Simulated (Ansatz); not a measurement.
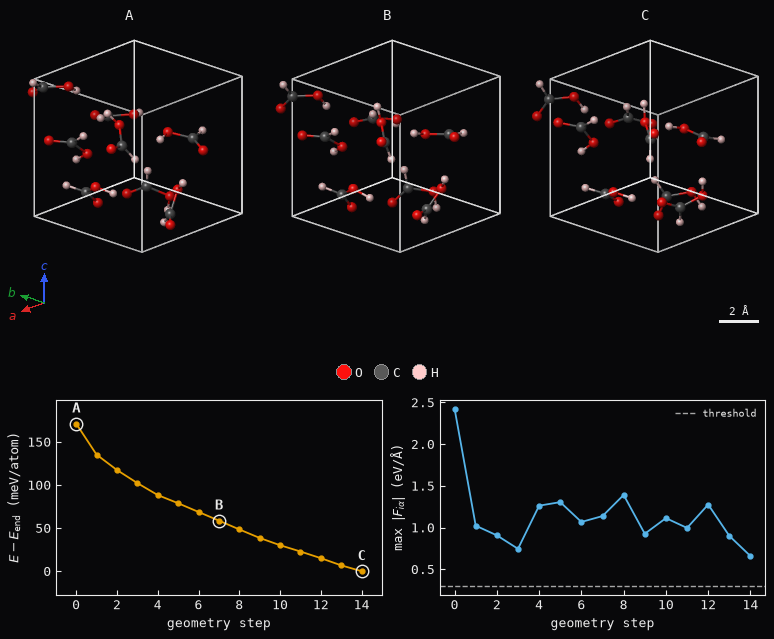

Frames of a relaxation of an amorphous cell of composition H₂CO₂, marked on the history of the run. Style: ball-and-stick. Shown: the cell of the calculation, from a free direction.

The cell holds 8 HCOOH. The run prepares the start of a later molecular dynamics calculation, from a guessed geometry.

Method: DFT PBEsol, scalar-relativistic, plane waves, PAW (Ansatz). (plane-wave cutoff 420 eV; k-point mesh 1 × 1 × 1; occupations fermi dirac; smearing width 0.05 eV; no spin polarisation; atoms relaxed in a fixed cell; force threshold 0.3 eV/Å; at most 15 steps)

**Describe the path.**

The relaxation stopped without meeting its thresholds, so the last structure isn't shown to be converged. It used up its limit of 15 steps. Over 14 geometry steps the energy falls by 171 meV per atom. Largest force component: 2.4 eV/Å at the start, 0.66 eV/Å at the end. The atom that moves furthest is an O atom (1.75 Å along [1 3 2]). Largest moves by element: O 1.75 Å, H 1.31 Å, C 1.01 Å. The cell stays as it was. Among the contacts that change: H–O 0.980 → 1.040 Å, H–O 0.980 → 1.018 Å, C–O 1.350 → 1.313 Å, C–H 1.096 → 1.117 Å. Bond angles that change, for instance: C–O–H 106.0° → 117.2°, C–O–H 106.0° → 113.4°, C–O–H 106.0° → 110.9°. From step 0 to 7: an O atom moves most (1.00 Å), energy −113 meV per atom. From step 7 to 14: an O atom moves most (1.00 Å), energy −58.7 meV per atom.

| step | E − E(0), meV/atom | largest force component, eV/Å |
| --- | --- | --- |
| 0 | 0.00 | 2.4239 |
| 1 | -35.99 | 1.0229 |
| 2 | -53.84 | 0.9069 |
| 3 | -69.00 | 0.7456 |
| 4 | -82.91 | 1.2628 |
| 5 | -92.40 | 1.3051 |
| 6 | -102.51 | 1.0674 |
| 7 | -112.57 | 1.1382 |
| 8 | -122.78 | 1.3911 |
| 9 | -132.69 | 0.9259 |
| 10 | -141.12 | 1.1133 |
| 11 | -148.41 | 0.9959 |
| 12 | -156.15 | 1.2762 |
| 13 | -164.49 | 0.9007 |
| 14 | -171.27 | 0.6588 |

Limits of the set-up: the periodic images lie only 7.7 Å apart, so the values are limited by the cell's size.
